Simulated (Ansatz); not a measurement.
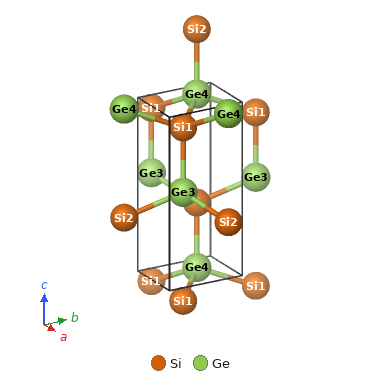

The system is SiGe (P6_3mc, No. 186; 4 atoms in the cell); the picture shows the reference structure. The energy is mapped over volume and the cell's shape. The first coordinate is: volume per atom; the second: c/a of the conventional cell. Nothing is relaxed (fractional coordinates fixed). The scan uses a 5 × 5 grid. Points are written as (first, second). All energies are given in meV/atom relative to the lowest grid point. The band gap closes in part of the range. These are results of Ansatz, DFT PBEsol, scalar-relativistic, plane waves, PAW, not measurements. Settings: cutoff 420 eV, k-mesh 12×12×6 in the order of the run's cell vectors, gaussian smearing 0.03 eV, no spin polarisation.

Its coordinates:

```
CELL_PARAMETERS angstrom
3.90047 0.00000 0.00000
-1.95023 3.37790 0.00000
0.00000 0.00000 6.44316
ATOMIC_POSITIONS crystal
Si 0.66667 0.33333 0.87455
Si 0.33333 0.66667 0.37455
Ge 0.66667 0.33333 0.50045
Ge 0.33333 0.66667 0.00045
```

Range: volume per atom from 19.52 to 22.92 Å³; c/a of the conventional cell from 1.377 to 1.982.

What landscape does the calculation give?

The lowest grid point is at (21.22 Å³, 1.652). No other kind of well shows on this grid. The highest grid point, (19.52 Å³, 1.377), lies 450 meV/atom above the lowest.

```
c/a of the conventional cell ↓, volume per atom →  19.52  20.37  21.22  22.07  22.92
                                            1.982    329    276    246    235    239
                                            1.809    120     84     69     72     89
                                            1.652     40      9      0      8     30
                                            1.508    136     98     81     83     99
                                            1.377    450    387    349    330    327
```

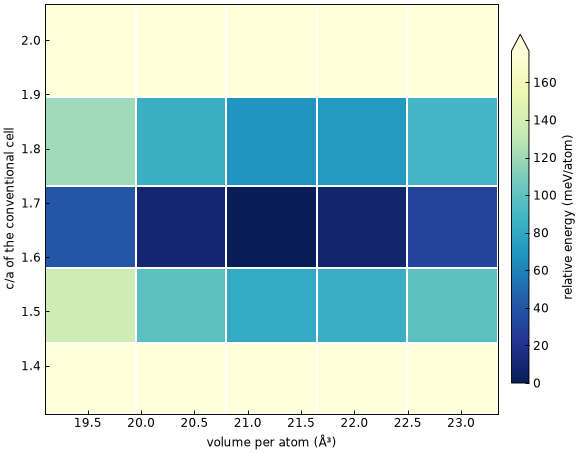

The picture shows one coloured cell a grid point, one colour for all values above the top of the scale.

The whole map (25 points run) took 5.7 min on 1 thread of Intel(R) Xeon(R) Platinum 8259CL CPU @ 2.50GHz (Skylake/Cascade Lake), with other jobs on the host.

PAW datasets: the set soft_1.
